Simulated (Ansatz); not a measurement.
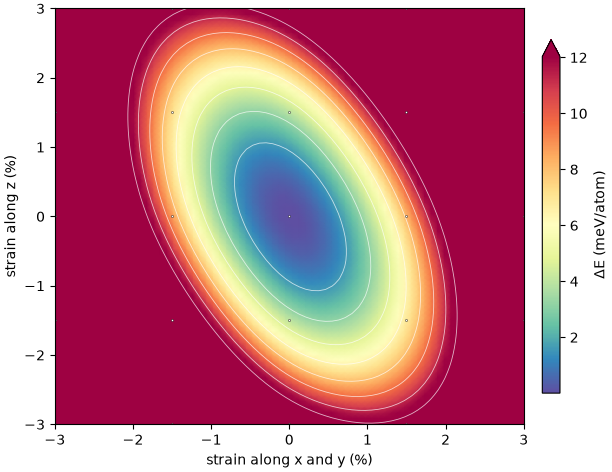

WSe2 (P6_3/mmc, No. 194; 6 atoms in the cell). The cell is strained homogeneously, by one strain along x and y and another along z, with fractional coordinates fixed (x along [1 0 0], z along [0 0 1] of the conventional cell). Coordinates scanned: (1) strain along x and y; (2) strain along z. The scan uses a 5 × 5 grid. Energies: meV/atom, counted from the lowest grid point. Computed with DFT PBE+D3(BJ), scalar-relativistic, plane waves, PAW (Ansatz 0.2.0). Settings: cutoff 420 eV, k-mesh 12×12×2 in the order of the run's cell vectors, gaussian smearing 0.05 eV, no spin polarisation.

The picture shows a smooth colour map with a few white contour lines, dots at the grid points, one colour for all values above the top of the scale. Between grid points the surface is interpolated.

> Estimate the clamped-ion elastic constants that this map fixes.

With the cell volume of 119.1 Å³, the curvatures of the interpolated surface at its minimum give C₁₁ + C₂₂ + 2C₁₂ ≈ 610 GPa, C₃₃ ≈ 290 GPa and C₁₃ + C₂₃ ≈ 196 GPa (clamped ions, Cartesian axes of the cell). A stretch of 1 % along z with free sides (kept equal in x and y) would change the in-plane lengths by about −0.32 %.
